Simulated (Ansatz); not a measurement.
# Geometry relaxation of FeCo2H4 (part 5 of 5)

The same run, continued: FeCo2H4 (C2/m, 14 atoms in the cell); DFT with PBE, PAW plane waves, U = 4.93 eV, J = 0.93 eV on Co d, spin-polarised (Ansatz 0.2.0); cutoff 420 eV, 4×4×3 k-mesh, Fermi–Dirac smearing, collinear spins. The structure is a generated one, with these elements put on the sites of a known structure type; it need not be a known phase.

Geometry of the input (Å; fractional positions):
```
3.0913  3.0513  0.0000
3.0913  -3.0513  0.0000
0.3540  0.0000  -6.2735
H  0.2720  0.2720  0.5130
H  0.7280  0.7280  0.4870
Fe 0.0000  0.0000  0.0000
H  0.2530  0.2530  0.8810
H  0.7470  0.7470  0.1190
H  0.4200  0.4200  0.2840
H  0.5800  0.5800  0.7160
H  0.2230  0.7770  0.0000
H  0.7770  0.2230  0.0000
Fe 0.5000  0.5000  0.5000
Co 0.5700  0.0200  0.7550
Co 0.9800  0.4300  0.2450
Co 0.4300  0.9800  0.2450
Co 0.0200  0.5700  0.7550
```

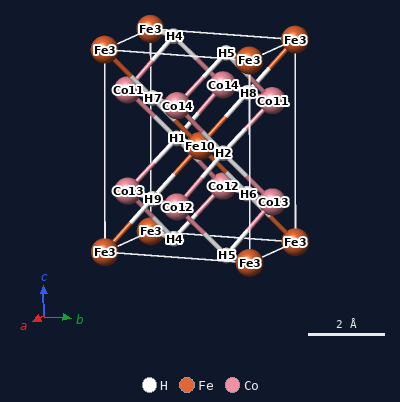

Fig. 1: The geometry at step 15 of the log (ball-and-stick view of the cell of the calculation, seen slightly off an axis; atoms are numbered from 1 in the order of the input).

Trajectory as extended XYZ, continued:
```
14
Lattice="3.1657 3.2283 0.2381 3.1364 -3.1986 0.4291 -0.3161 0.1981 -5.6215" Properties=species:S:1:pos:R:3:forces:R:3 step=8 energy=-29583.14603 pressure_GPa=0.37
H     1.3349   -0.1237   -2.4353    0.0233   0.0958  -0.0168
H     4.6373    0.3244   -2.5104    0.0544  -0.0771   0.0005
Fe    0.0037    0.0123   -0.0073    0.0657  -0.0245   0.0053
H     1.2449   -0.0541   -5.1188   -0.0593   0.0348  -0.0705
H     4.7455    0.3050    0.1650    0.0266  -0.0586   0.1210
H     2.9606   -0.7968   -1.0415   -0.0427   0.0347  -0.3416
H     3.0173    1.0211   -3.8993    0.0370   0.0193   0.3093
H     3.3082   -1.6480    1.1276    0.1712   0.0770   0.1668
H     3.0066    1.6951   -0.4667   -0.2269  -0.0617  -0.1734
Fe    2.9890    0.1184   -2.4719   -0.0824  -0.0302   0.0215
Co    1.3791    1.4307   -4.0498   -0.3299   0.0638  -0.0181
Co    4.6614    1.5622   -1.0605    0.1052   0.2171   0.2086
Co    4.6010   -1.1732   -0.8980    0.4015  -0.1648   0.0129
Co    1.3307   -1.3412   -3.8975   -0.1436  -0.1257  -0.2255
14
Lattice="3.4890 2.8550 0.0537 3.5479 -2.9147 0.3081 0.0358 0.2580 -5.4234" Properties=species:S:1:pos:R:3:forces:R:3 step=11 energy=-29584.24666 pressure_GPa=0.01
H     1.8446    0.1132   -2.4959    0.0452  -0.0566  -0.0768
H     5.2321    0.0950   -2.5627   -0.0707   0.0415   0.0753
Fe    0.0013    0.0054   -0.0024   -0.0326   0.0143   0.0141
H     1.6918    0.0951   -5.2250   -0.0120   0.1320  -0.0028
H     5.3796    0.1092    0.1675    0.0238  -0.1315  -0.0059
H     3.5704   -0.9721   -1.2442   -0.0791  -0.3071   0.0993
H     3.5017    1.1733   -3.8124    0.0788   0.2959  -0.0940
H     3.5510   -1.4580    1.3478   -0.1065  -0.0176   0.2772
H     3.4799    1.4063   -0.9884    0.1422   0.0115  -0.2602
Fe    3.5366    0.1003   -2.5282    0.0141   0.0091  -0.0149
Co    1.7464    1.4614   -3.9756    0.2752   0.2030  -0.2029
Co    5.3108    1.4543   -1.1424    0.0891   0.1727  -0.0243
Co    5.3281   -1.2603   -1.0815   -0.3148  -0.1683   0.1944
Co    1.7552   -1.2472   -3.9171   -0.0527  -0.1990   0.0213
14
Lattice="3.6048 2.7186 0.1077 3.6048 -2.7186 0.1081 0.1939 0.0004 -5.4241" Properties=species:S:1:pos:R:3:forces:R:3 step=15 energy=-29584.73853 pressure_GPa=0.05
H     2.0143    0.0033   -2.6538   -0.0111   0.0000  -0.0002
H     5.3881    0.0032   -2.5519    0.0112   0.0000   0.0002
Fe   -0.0006    0.0030    0.0013    0.0000   0.0000   0.0000
H     1.8823    0.0035   -5.3721    0.0074   0.0000   0.0006
H     5.5201    0.0030    0.1663   -0.0074   0.0000  -0.0006
H     3.6528   -1.3517   -1.2529    0.0003  -0.0003   0.0029
H     3.7495    1.3582   -3.9528   -0.0003   0.0004  -0.0030
H     3.5558   -1.3567    1.4674   -0.0003   0.0021  -0.0012
H     3.6527    1.3627   -1.2491    0.0003  -0.0021   0.0013
Fe    3.7012    0.0032   -2.6029    0.0000   0.0000   0.0000
Co    1.9473    1.3646   -4.0130    0.0006  -0.0003   0.0000
Co    5.4551    1.3654   -1.1929    0.0003  -0.0001   0.0002
Co    5.4551   -1.3581   -1.1927   -0.0007   0.0003   0.0000
Co    1.9473   -1.3589   -4.0128   -0.0004   0.0001  -0.0002
14
Lattice="3.7122 2.6970 0.1219 3.7122 -2.6970 0.1219 0.1777 0.0000 -5.3832" Properties=species:S:1:pos:R:3:forces:R:3 step=19 energy=-29584.91143 pressure_GPa=0.02
H     2.0970    0.0031   -2.6242   -0.0059  -0.0001  -0.0006
H     5.5039    0.0030   -2.5125    0.0057   0.0001   0.0006
Fe   -0.0006    0.0030    0.0013   -0.0001   0.0000   0.0000
H     1.8804    0.0031   -5.3260    0.0073   0.0000   0.0003
H     5.7205    0.0030    0.1892   -0.0072   0.0000  -0.0003
H     3.7559   -1.3451   -1.2229    0.0007  -0.0003   0.0003
H     3.8451    1.3512   -3.9139   -0.0007   0.0003  -0.0003
H     3.6672   -1.3455    1.4690    0.0000   0.0000   0.0000
H     3.7560    1.3515   -1.2226   -0.0001   0.0000   0.0000
Fe    3.8005    0.0030   -2.5684    0.0004   0.0000   0.0000
Co    1.9889    1.3516   -3.9752   -0.0002   0.0000   0.0007
Co    5.6121    1.3517   -1.1616    0.0000  -0.0005  -0.0008
Co    5.6121   -1.3455   -1.1616    0.0001   0.0003  -0.0007
Co    1.9888   -1.3456   -3.9752   -0.0001   0.0002   0.0008
14
Lattice="3.7144 2.6966 0.1223 3.7144 -2.6966 0.1223 0.1772 0.0000 -5.3835" Properties=species:S:1:pos:R:3:forces:R:3 step=22 energy=-29584.91529 pressure_GPa=-0.01
H     2.0977    0.0030   -2.6243    0.0007   0.0001   0.0001
H     5.5072    0.0031   -2.5120   -0.0005  -0.0001   0.0000
Fe   -0.0006    0.0030    0.0013    0.0000   0.0000   0.0000
H     1.8815    0.0030   -5.3261   -0.0008   0.0001   0.0000
H     5.7234    0.0030    0.1898    0.0008  -0.0001   0.0000
H     3.7582   -1.3453   -1.2223   -0.0001   0.0000   0.0000
H     3.8467    1.3514   -3.9141    0.0001   0.0000   0.0000
H     3.6695   -1.3453    1.4695    0.0000   0.0001   0.0000
H     3.7581    1.3513   -1.2223   -0.0001  -0.0001   0.0000
Fe    3.8024    0.0030   -2.5682   -0.0001   0.0000   0.0000
Co    1.9896    1.3513   -3.9752    0.0000  -0.0002  -0.0005
Co    5.6153    1.3513   -1.1612    0.0000   0.0001   0.0005
Co    5.6153   -1.3453   -1.1612    0.0000   0.0001   0.0005
Co    1.9895   -1.3452   -3.9752    0.0000  -0.0001  -0.0005
```

Summary:

- outcome: converged
- space group (tolerance 0.01 Å): C2/m (12) → I4/mmm (139)
- electrons treated: 108
- free energy: −29584.9153 eV
- Fermi energy: 11.726 eV
- net moment of the cell: 12.02 μB
- integrated absolute moment: 12.54 μB
- pressure: −0.01 GPa
- final volume: 107.96 Å³
- electronic character: metal
- largest force (length of the vector) at the end: 0.001 eV/Å
- final cell: a = 4.592 Å, b = 4.592 Å, c = 5.386 Å, α = 90.00°, β = 90.00°, γ = 71.93°
- hardware: 2 threads of Arm Neoverse V1, 24 GiB of memory available, shared host
- wall time: 39 min (CPU time 76 min)
- peak memory: 0.7 GiB
